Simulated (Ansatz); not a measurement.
**Formation energy and levels of the hydrogen interstitial H_i (bond centre, by O) in SrO (Fm-3m)**

Wanted: the transition levels of a hydrogen interstitial in SrO (Fm-3m), from a cell of 54 host atoms with 1 H put in.

Main program and level: Ansatz 0.2.0; place-levels on r2SCAN runs: charge-transition levels and formation energies with image-charge correction and potential alignment at the atomic sites; PAW set soft_1.

## 1. The starting structure

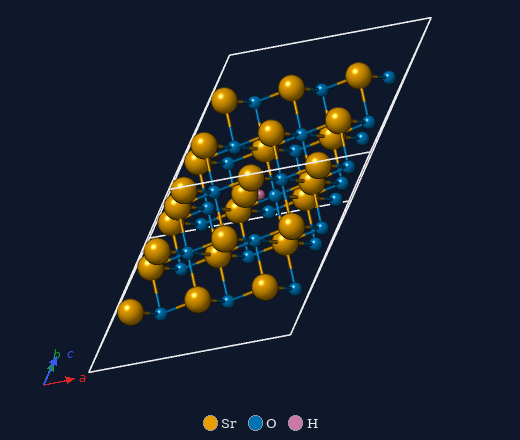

The cell as given, from a free direction (strontium orange, oxygen blue, hydrogen pink).

The cell holds 55 atoms: 27 Sr, 27 O and 1 H. Cell: a = 10.947 Å, b = 10.947 Å, c = 10.947 Å, α = 60.0°, β = 60.0°, γ = 60.0°. It derives from SrO (space group Fm-3m). Nearest the centre at fractional (0.583, 0.583, 0.417): H55 at 0.00 Å, Sr27 at 1.29 Å, O52 at 1.29 Å, O34 at 2.88 Å, O36 at 2.88 Å, O46 at 2.88 Å, O48 at 2.88 Å, Sr31 at 2.88 Å.

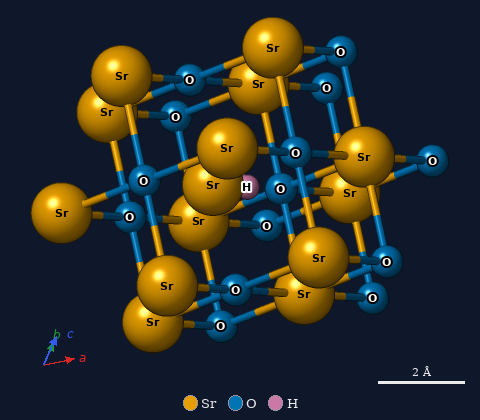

The atoms within 5 Å of the centre.

Coordinates:

```xyz
55
Lattice="0.0000 7.7404 7.7404 7.7404 0.0000 7.7404 7.7404 7.7404 0.0000" Properties=species:S:1:pos:R:3 pbc="T T T"
Sr    2.5801    2.5801    2.5801
O     0.0000    0.0000    0.0000
Sr    5.1603    5.1603    2.5801
O     2.5801    2.5801    0.0000
Sr    7.7404    7.7404    2.5801
O     5.1603    5.1603    0.0000
Sr    5.1603    2.5801    5.1603
O     2.5801    0.0000    2.5801
Sr    7.7404    5.1603    5.1603
O     5.1603    2.5801    2.5801
Sr   10.3205    7.7404    5.1603
O     7.7404    5.1603    2.5801
Sr    7.7404    2.5801    7.7404
O     5.1603    0.0000    5.1603
Sr   10.3205    5.1603    7.7404
O     7.7404    2.5801    5.1603
Sr   12.9007    7.7404    7.7404
O    10.3205    5.1603    5.1603
Sr    2.5801    5.1603    5.1603
O     0.0000    2.5801    2.5801
Sr    5.1603    7.7404    5.1603
O     2.5801    5.1603    2.5801
Sr    7.7404   10.3205    5.1603
O     5.1603    7.7404    2.5801
Sr    5.1603    5.1603    7.7404
O     2.5801    2.5801    5.1603
Sr    7.7404    7.7404    7.7404
O     5.1603    5.1603    5.1603
Sr   10.3205   10.3205    7.7404
O     7.7404    7.7404    5.1603
Sr    7.7404    5.1603   10.3205
O     5.1603    2.5801    7.7404
Sr   10.3205    7.7404   10.3205
O     7.7404    5.1603    7.7404
Sr   12.9007   10.3205   10.3205
O    10.3205    7.7404    7.7404
Sr    2.5801    7.7404    7.7404
O     0.0000    5.1603    5.1603
Sr    5.1603   10.3205    7.7404
O     2.5801    7.7404    5.1603
Sr    7.7404   12.9007    7.7404
O     5.1603   10.3205    5.1603
Sr    5.1603    7.7404   10.3205
O     2.5801    5.1603    7.7404
Sr    7.7404   10.3205   10.3205
O     5.1603    7.7404    7.7404
Sr   10.3205   12.9007   10.3205
O     7.7404   10.3205    7.7404
Sr    7.7404    7.7404   12.9007
O     5.1603    5.1603   10.3205
Sr   10.3205   10.3205   12.9007
O     7.7404    7.7404   10.3205
Sr   12.9007   12.9007   12.9007
O    10.3205   10.3205   10.3205
H     7.7404    7.7404    9.0305
```

Screening for the image-charge correction: ε∞ = 3.86, ε0 = 21.43, computed on the host (DFPT, PBEsol, on the r2SCAN cell), and a cell off the functional's own equilibrium shifts the ionic part.

The cell's shortest repeat is 10.9 Å.

## 2. Charge states

A transition level is the Fermi level at which two charge states cost the same, so each charge needs its own total energy, at its own relaxed structure.

Random displacements of about 0.05 Å break the site symmetry at the start, so that the relaxation can reach a distorted minimum if there is one. Forces are taken at one point at (¼, ¼, ¼). The cell holds 1 electron more than the neutral one, with a uniform background that keeps it neutral on the whole.

The sampling was tested on the host first: at the k-points planned (1x1x1 shifted 0.25 0.25 0.25) its energy lies 0.003 eV an atom from the dense-mesh value, under the bound of 0.02 eV set for this test; that bounds the host's error, not the defect's.

One of the inputs; charge, spin and start change from state to state.

qm1.relax/input.yaml

```yaml
crystal:
  lattice:
    - [0.0, 2.58013597, 2.58013597]
    - [2.58013597, 0.0, 2.58013597]
    - [2.58013597, 2.58013597, 0.0]
  atoms:
    - { symbol: Sr, position: [0.5, 0.5, 0.5] }
    - { symbol: O, position: [0.0, 0.0, 0.0] }
  supercell: [3, 3, 3]
  defects:
    - { interstitial: { symbol: H, position: [0.583333, 0.583333, 0.416667] } }
total_charge: -1
basis:
  ecutwfc: 500
  xc_grid: 2
hamiltonian:
  xc: r2scan
  pseudopotentials: { kind: paw, azcp: { folder: soft_1 } }
kpoints:
  mp_grid: { grid: [1, 1, 1], shift: [0.25, 0.25, 0.25] }
scf:
  occupations: { method: fixed }
  max_iter: 60
output:
  forces: true
  charged_corrections: { epsilon: 3.86, static_epsilon: 21.43 }
relax:
  f_tol: 0.02
  max_steps: 80
  random_displacement: { amplitude: 0.05, seed: 1766 }
checkpoint:
  write: "../qm1.relax.run"
  compress: false
  write_wavefunctions: true
  write_every: 100000
```

Started as:

```sh
$ ansatz run input.yaml --threads 4 --pin off --max-ram 15073MiB --backend cpu --events-out ev --progress --plain --runs-dir out
```

The relaxed structure is kept and the sampling changed to a 2×2×2 shifted mesh.

The run of this state that the levels use, under r2SCAN:

qm1.point/input.yaml

```yaml
crystal:
  checkpoint: "../qm1.relax.run"
  host: checkpoint
total_charge: -1
basis:
  ecutwfc: 500
  xc_grid: 2
hamiltonian:
  xc: r2scan
  pseudopotentials: { kind: paw, azcp: { folder: soft_1 } }
kpoints:
  mp_grid: { grid: [2, 2, 2], shift: [0.5, 0.5, 0.5] }
scf:
  occupations: { method: fermi_dirac, width: 0.01 }
  max_iter: 60
output:
  forces: true
  eigenvalues: true
  charged_corrections:
    epsilon: 3.86
    static_epsilon: 21.43
    defect_position: [0.583333, 0.583333, 0.416667]
  eigenstates: { localisation: true }
  populations: true
  band_densities: [{ bands: [v1, v1] }, { bands: [c1, c1] }]
  write_density: true
  write_potential: true
  volumetric_format: npy
checkpoint:
  read: "../qm1.relax.run"
  write: "../qm1.point.run"
  compress: false
  write_wavefunctions: false
  write_every: 100000
```

Relaxations under r2SCAN at one point at (¼, ¼, ¼); times on 4 threads of Arm Neoverse V1, shared host:

| charge | moment (μB) | occupations | outcome | steps | largest displacement against the far atoms (Å) | time |
| --- | --- | --- | --- | --- | --- | --- |
| −1 | 0 | fixed | converged | 15 | 1.82 | 4.8 min |
| 0 | 1 | fixed | converged | 9 | 1.06 | 8.3 min |
| +1 | 0 | fixed | converged | 10 | 1.07 | 3.4 min |

Single points under r2SCAN at a 2×2×2 shifted mesh; times on 4 threads of Arm Neoverse V1, shared host:

| charge | moment (μB) | occupations | outcome | time |
| --- | --- | --- | --- | --- |
| −1 | 0 | fermi-dirac | converged | 2.4 min |
| 0 | 1 | fermi-dirac | converged | 5.5 min |
| +1 | 0 | fermi-dirac | converged | 2.6 min |

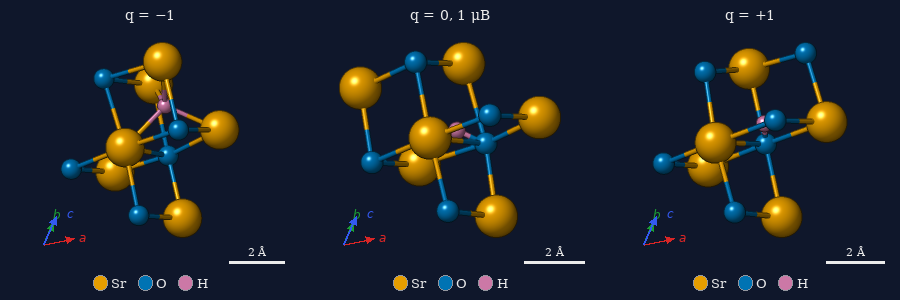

The structures near the centre after relaxation with r2SCAN, by charge.

Distances (Å) from H55 to the nearest atoms after relaxation with r2SCAN:

| charge | moment (μB) | 1. | 2. | 3. | 4. | 5. | 6. |
| --- | --- | --- | --- | --- | --- | --- | --- |
| −1 | 0 | Sr 2.19 | Sr 2.19 | Sr 2.19 | Sr 2.19 | O 2.46 | O 2.46 |
| 0 | 1 | O 1.06 | Sr 2.32 | Sr 2.32 | Sr 2.32 | O 3.08 | O 3.08 |
| +1 | 0 | O 0.96 | Sr 2.35 | Sr 2.36 | Sr 2.36 | O 2.84 | O 2.84 |

## 3. place-levels, r2SCAN

A charged cell interacts with its images and the background, and its potential has another zero than the host's. place-levels removes the first by a point-charge model, screened by the static dielectric constant since the ions have relaxed around the charge, and the second by comparing potentials at atoms far from the defect.

The host is a run of the defect-free crystal in the same cutoffs, grids and k-points, so that basis and sampling errors cancel in part in the differences. Its band edges come from a run of the primitive cell that searches the zone for them. Chemical potentials are energies per atom of H (H2 molecule), run with the same functional and cutoff.

levels.point.yaml

```yaml
host:
  run: host.point.run
  levels_from: { run: edges.point.run }
states: [qm1.point.run, q0_M1.point.run, qp1.point.run]
geometry_from:
  qm1.point.run: qm1.relax.run
  q0_M1.point.run: q0_M1.relax.run
  qp1.point.run: qp1.relax.run
chemical_potentials:
  H:
    energy: -15.945394
    dataset: "<sha256 of the dataset>"
epsilon: 3.86
static_epsilon: 21.43
vertical:
  - { from: qm1.point.run, to: qm1.point_neutral.run }
  - { from: qp1.point.run, to: qp1.point_neutral.run }
```

Started as:

```sh
$ ansatz place-levels levels.point.yaml -- --threads 4 --pin off --max-ram 15073MiB
```

Numbers of over 12 decimals in the logs are rounded to 6 here.

The log of the run:

```text
[... repeated set-up lines and file paths are left out, and long positions are rounded to six places ...]
(+1/0) 3.738 eV above the valence edge, 0.061 eV under the conduction edge; not on the lower envelope
(0/-1) 1.599 eV above the valence edge, 2.200 eV under the conduction edge; not on the lower envelope
(+1/-1) 2.668 eV above the valence edge, 1.130 eV under the conduction edge: charges between them are lowest nowhere
formation energy of charge +1: -1.313 eV with the Fermi level at the valence edge
formation energy of charge 0: +2.425 eV with the Fermi level at the valence edge
formation energy of charge -1: +4.024 eV with the Fermi level at the valence edge
vertical -1 to 0: no energy, since no alignment is typed
  the change from vertical[0].from (qm1.point.run) to vertical[0].to (qm1.point_neutral.run): by its potential at epsilon 3.86 it stands at 0.610 0.610 0.607, with an rms radius of about 2.2 Å (1.3 1.3 1.3 Å across the planes of the cell's vectors); [...]
vertical +1 to 0: no energy, since no alignment is typed
  the change from vertical[1].from (qp1.point.run) to vertical[1].to (qp1.point_neutral.run): by its potential at epsilon 3.86 it stands at 0.629 0.629 0.541, with an rms radius of about 5.8 Å (3.3 3.3 3.5 Å across the planes of the cell's vectors); [...]
  edges by r2scan of host.levels_from (edges.point.run), its mesh sampled to repeats of 32.84 Å (the valence edge +0.086 eV and the conduction edge -0.223 eV from those of the host's own run), gap 3.799 eV; the host is sampled to repeats of 21.89 Å
  the defect's cells are sampled to repeats of 21.89 Å, like sampling
  charge +1: -111455.7211 eV with its correction of +0.150 eV, at epsilon 21.43, aligned at sites: +0.0501 eV, mean over 10 atomic sites at or beyond 5.47 Å from the defect at [0.5833, 0.5833, 0.4167], with +0.000000 for the charge's moments and without [...]
  charge 0: +0.000 eV for its dipole among its images, +0.000 omitted
  charge -1: -111435.3526 eV with its correction of +0.070 eV, at epsilon 21.43, aligned at sites: +0.0291 eV, mean over 10 atomic sites at or beyond 5.47 Å from the defect at [0.5833, 0.5833, 0.4167], with +0.000000 for the charge's moments and without [...]
  of states[2] (qp1.point.run): it parts from the run at its places by a charge that spreads by about 3.5 Å along one vector (1.5 Å or more is wide), by its potential at epsilon 3.86, taken for that of held ions (one typed too small widens it), where the cell [...]
  of states[1] (q0_M1.point.run): its alignment with the host at atomic sites is doubtful: the cell is too small to show whether the defect's potential has decayed: take a larger one; stability_check_not_made
  of states[0] (qm1.point.run): its alignment with the host at atomic sites is doubtful: the cell is too small to show whether the defect's potential has decayed: take a larger one
  of vertical[0].to (qm1.point_neutral.run): stability_check_not_made
  of vertical[1].from (qp1.point.run): it parts from the run at its places by a charge that spreads by about 3.5 Å along one vector (1.5 Å or more is wide), by its potential at epsilon 3.86, taken for that of held ions (one typed too small widens it), where [...]
  of vertical[1].to (qp1.point_neutral.run): its moments are held at its close (magnetization.spin_locking), by a field of 0.052 eV a Bohr magneton, and its energy and levels are of the state that this holds: a run that lets them go can end lower; [...]
```

Wall time 0.41 s (4 threads of Arm Neoverse V1, shared host).

Under r2SCAN the gap is 3.80 eV, (+1/0) 3.74, (0/−1) 1.60 eV; the steps are inverted, so the lowest state changes at (+1/−1) 2.67 eV.

Levels between the charges placed, in eV above the valence top:

|  | gap (eV) | (+1/0) | (0/−1) |
| --- | --- | --- | --- |
| r2SCAN | 3.80 | 3.74 | 1.60 |

Corrections by state:

| charge | moment (μB) | image terms and alignment (eV) | band filling (eV) | ε used | over the lowest of its charge, as the program ranks them, band filling apart (eV) |
| --- | --- | --- | --- | --- | --- |
| +1 | 0.0 | 0.150 | - | 21.43 | 0.000 |
| 0 | 1.0 | 0.000 | - | - | 0.000 |
| −1 | 0.0 | 0.070 | - | 21.43 | 0.000 |

The charged structures listed were also run neutral, and place-levels reads from each pair, by the potential or the spins, how wide the charge is by which they differ; that can be the carrier of either run.

| charge | rms radius (Å) | spread where it is widest against the cell (Å) | wide from (Å) | reading |
| --- | --- | --- | --- | --- |
| +1 | 5.8 | 3.45 | 1.55 | wide |
| −1 | 2.2 | 1.29 | 1.55 | narrow |

The neutral runs of these pairs need not share the spin of the lowest neutral state, and very wide values only mean spread over the cell.

From the program's caveats on the states, each cut to its opening words:

- charge +1: it parts from the run at its places by a charge that spreads by about 3.5 Å along one vector (1.5 Å or more is wide), by its potential at epsilon 3.86, taken [...]
- charge +1, 0 (1 μB), −1: its alignment with the host at atomic sites is doubtful: the cell is too small to show whether the defect's potential has decayed: take a larger one
- charge 0 (1 μB): flagged: stability check not made

The host's formation energy from the elements is -2.976 eV per atom; it sets how far the chemical potentials can move.

Limit set by the element alone; other compounds of these elements are not counted. Chemical potentials from the elements' reference states: O 0.00 eV, Sr -5.95 eV, H 0.00 eV. Formation energies (O-rich), with the Fermi level at the valence top and at the conduction bottom (gap 3.80 eV):

| charge | at valence top (eV) | at conduction bottom (eV) | correction included (eV) |
| --- | --- | --- | --- |
| +1 | -1.31 | 2.49 | 0.15 |
| 0 | 2.43 | 2.43 | 0.00 |
| −1 | 4.02 | 0.23 | 0.07 |

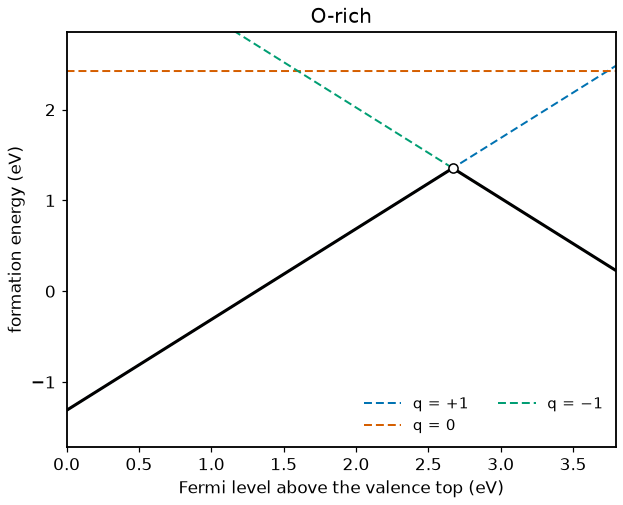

Formation energy against Fermi level; the thick line follows the lowest charge state and circles mark the transition levels.

Limit set by the element alone; other compounds of these elements are not counted. Chemical potentials from the elements' reference states: Sr 0.00 eV, O -5.95 eV, H 0.00 eV. Formation energy by charge state (Sr-rich; gap 3.80 eV):

| charge | at valence top (eV) | at conduction bottom (eV) | correction included (eV) |
| --- | --- | --- | --- |
| +1 | -1.31 | 2.49 | 0.15 |
| 0 | 2.43 | 2.43 | 0.00 |
| −1 | 4.02 | 0.23 | 0.07 |

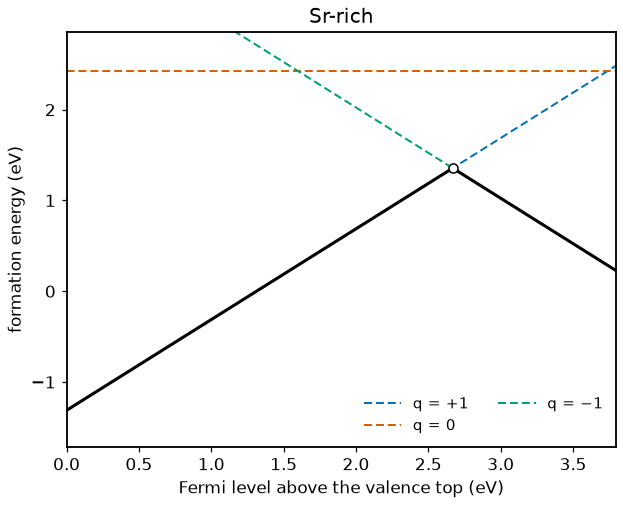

Formation energy against Fermi level; the thick line follows the lowest charge state and circles mark the transition levels.

(Continued in part 2 of 2.)

[Logs are printed without paths, hosts, clocks, repeated set-up lines and the standing remarks that a program may print on its own settings, such as how far it seeks lower states.]

[Hosts, paths, dates, database ids (printed as entryN), source tags and the programs' standing remarks are cut or masked in the printed files.]

[Where a table of states has a column of steps, it counts the stored structures, which are thinned; the runs took as many ionic steps or more.]

[A defect's name tells the site on which it was built; relaxed atoms can leave that site.]

[For some hosts the program warned that the k-mesh of the response run may be too coarse for force constants and the static dielectric constant; such warnings are not shown here.]
